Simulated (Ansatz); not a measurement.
**SiC: density, localisation and related maps**

Input

```
crystal:
  lattice:
    - [3.07535641, 0.0, 0.0]
    - [-1.537678205, 2.718467848, 0.0]
    - [0.0, 0.0, 5.0481087359]
  atoms:
    - { symbol: Si, position: [0.3334038428, 0.6668076856, 0.4991215363] }
    - { symbol: Si, position: [0.6665961572, 0.3331923144, 0.9991215363] }
    - { symbol: C, position: [0.3348616427, 0.6697232855, 0.8758784637] }
    - { symbol: C, position: [0.6651383573, 0.3302767145, 0.3758784637] }
kpoints:
  mp_grid: { grid: [12, 12, 6] }
  band_path:
    path:
      - [0.0, 0.0, 0.0]
      - [0.5, 0.0, 0.0]
      - [0.3333333333, 0.3333333333, 0.0]
      - [0.0, 0.0, 0.5]
      - [0.5, 0.0, 0.5]
      - [0.3333333333, 0.3333333333, 0.5]
      - [0.338542, 0.330729, 0.0]
    npoints: 1
hamiltonian:
  xc: r2scan
scf:
  occupations: { method: fixed }
  n_extra_bands: 5
output:
  forces: true
  stress: true
  eigenvalues: true
  write_density: true
  write_potential: true
  elf: true
  volumetric_format: npy
```

Launched as:

```sh
ansatz run input.yaml --threads 4 --pin off --max-ram 5529MiB --backend cpu --events-out ev --progress --plain --runs-dir out
```

Below, planes, directions and counts refer to the conventional cell (a = 3.08 Å, b = 5.44 Å, c = 5.05 Å, α = 90.00°, β = 90.00°, γ = 90.00°).

Space group Cmc2₁; a structure from a database of computed crystals, not necessarily the ambient phase; started from the database structure prototype, which need not be the ambient phase; changed on purpose from its base cell (uniaxial y strain +2.1%); computed pressure about −4 GPa in this cell.

Theory: DFT, r2SCAN, plane waves, PAW (Ansatz 0.2.0).

In a PAW calculation such maps are meaningful between the atoms, not at the nuclei.

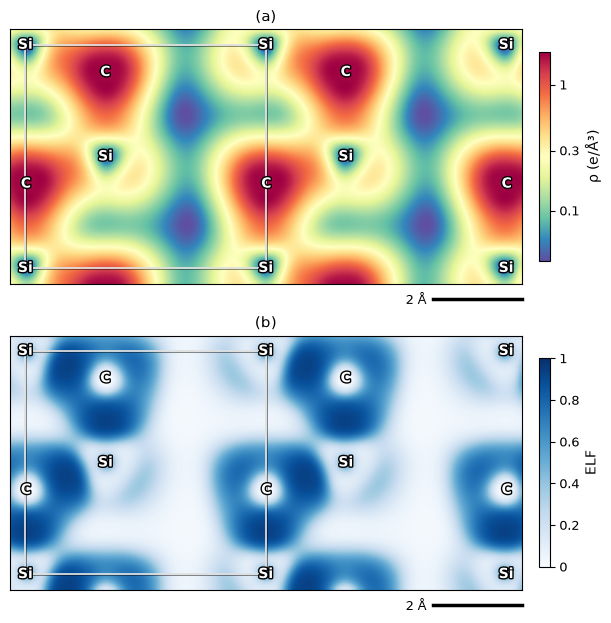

Figure 1. (a) valence electron density; (b) electron localisation function on the (100) plane of the conventional cell.

**What do the fields say about this system?**

- The section cuts through Si and C sites.
- Si–C (1.90 Å): ρ at the midpoint is about 0.88 e/Å³; the ELF peaks at about 0.95 between the atoms (a shared electron pair).
- Between the atoms the lowest density in this plane is 0.04 e/Å³.

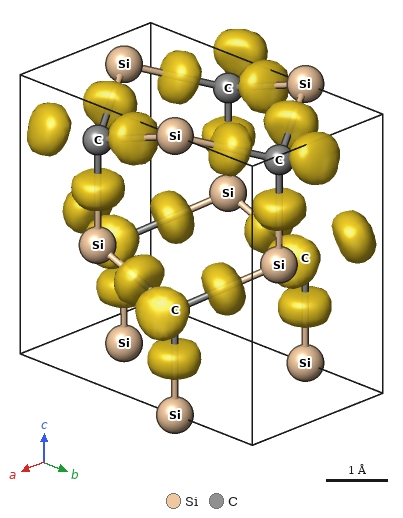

Figure 2. Isosurface of the electron localisation function at 0.85 (yellow), seen at an oblique angle. Only the valence region is drawn (cores and ρ < 0.01 e/Å³ removed). Sticks mark near contacts.

**What do the ELF domains correspond to?**

The surface consists of 16 regions between bonded C–Si atoms (shared pairs), counted in one cell of 8 atoms. Regions shared between cells count once. Along the contacts the grid gives the following. Si–C (1.89 Å): the ELF peaks at about 0.95 between the atoms (localised, covalent bonding).

**Does the calculation give a band gap?**

It is gapped, with a Kohn–Sham gap of 2.7 eV on the k-point mesh (the band edges may lie off the mesh, which would make the gap smaller).
